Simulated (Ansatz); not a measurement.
```xyz
24
Lattice="4.7730 0.0000 0.0000 0.0000 8.2360 0.0000 0.0000 0.0000 8.5230" Properties=species:S:1:pos:R:3 pbc="T T T"
Ti    3.5797    2.0590    2.1307
Ti    1.1932    6.1770    2.1307
Ti    1.1932    2.0590    6.3922
Ti    3.5797    6.1770    6.3922
Ti    2.3865    0.0000    0.0000
Ti    0.0000    4.1180    0.0000
Ti    0.0000    0.0000    4.2615
Ti    2.3865    4.1180    4.2615
Si    1.1932    0.6836    2.1307
Si    3.5797    4.8016    2.1307
Si    3.5797    0.6836    6.3922
Si    1.1932    4.8016    6.3922
Si    1.1932    3.4344    2.1307
Si    3.5797    7.5524    2.1307
Si    3.5797    3.4344    6.3922
Si    1.1932    7.5524    6.3922
Si    0.0000    1.3754    0.0000
Si    2.3865    5.4934    0.0000
Si    2.3865    1.3754    4.2615
Si    0.0000    5.4934    4.2615
Si    2.3865    2.7426    0.0000
Si    0.0000    6.8606    0.0000
Si    0.0000    2.7426    4.2615
Si    2.3865    6.8606    4.2615
```

Space group Fddd; computed pressure about 2 GPa in this cell; computed without spin polarisation.

Computed with DFT PBE, scalar-relativistic, plane waves, PAW (Ansatz).

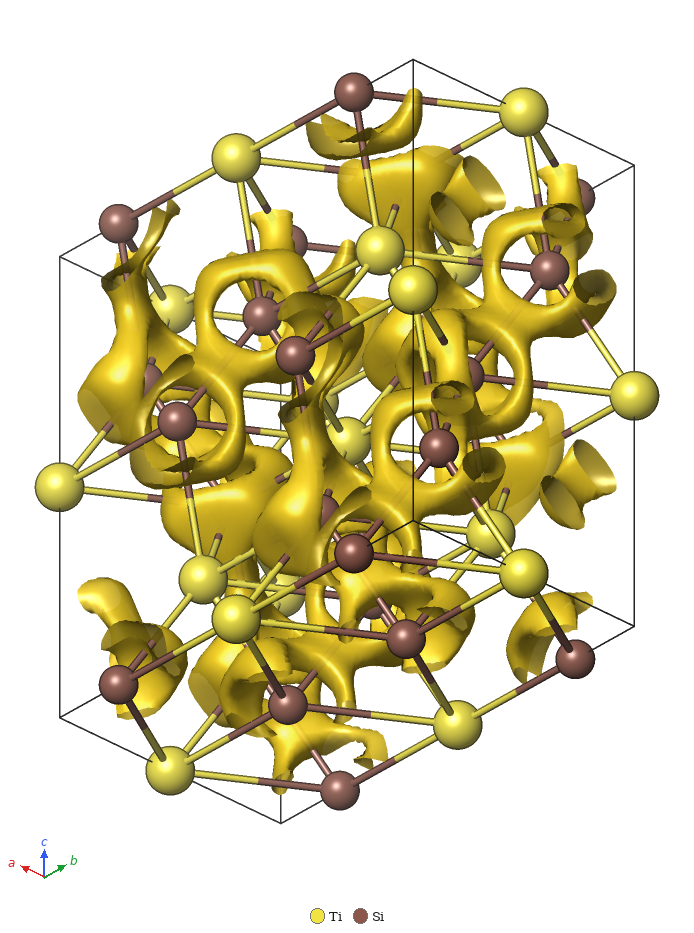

TiSi₂. Isosurface of the electron localisation function at 0.7 (yellow), seen at an oblique angle. Core shells and regions of very low density are left out. Sticks mark near contacts.

In a PAW calculation such maps are meaningful between the atoms, not at the nuclei.

### Where are the electrons localised?

The surface consists of channels that run through the cell in one direction, counted in one cell of 24 atoms. Any copies at cell faces, edges or corners count once. Along the contacts the grid gives the following. Ti–Si (2.54 Å): the ELF peaks at about 0.75 in the valence shell of Si, 0.9 Å from its nucleus, and is about 0.40 at the midpoint. Si–Si (2.54 Å): the ELF peaks at about 0.75 between the atoms.
